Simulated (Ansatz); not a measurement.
BN (space group Fmm2, No. 42). Coordinates: the geometry relaxed at fixed volume with Ansatz 0.2.0, DFT PBE+D3(BJ), scalar-relativistic, plane waves, PAW.

```cif
data_structure
_symmetry_space_group_name_H-M 'Fmm2'
_symmetry_Int_Tables_number 42
_cell_length_a 2.5092
_cell_length_b 6.8688
_cell_length_c 4.3417
_cell_angle_alpha 90.000
_cell_angle_beta 90.000
_cell_angle_gamma 90.000
_cell_volume 74.83
loop_
_atom_site_label
_atom_site_type_symbol
_atom_site_symmetry_multiplicity
_atom_site_Wyckoff_symbol
_atom_site_fract_x
_atom_site_fract_y
_atom_site_fract_z
_atom_site_occupancy
B1 B 4 a 0.50000 0.00000 0.50009 1
N1 N 4 a 0.50000 0.00000 0.16661 1
```

Describe how the polyhedra about B are linked (bonds: B–N below 1.6 Å).

B: BN3 triangle, sharing corners with six neighbours.

They form layers of corner-sharing triangles parallel to (010).

Centre to centre across a shared corner: 2.51 Å.

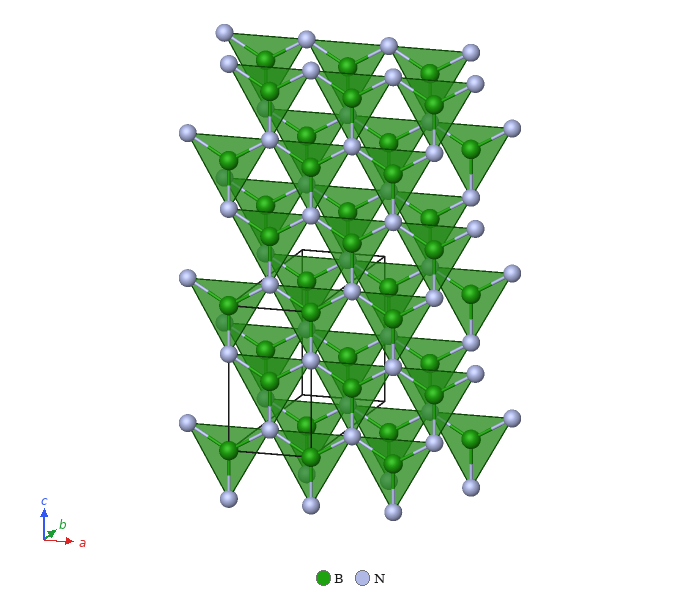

Polyhedra are drawn about B (bonds: B–N below 1.6 Å); other atoms are plain spheres.
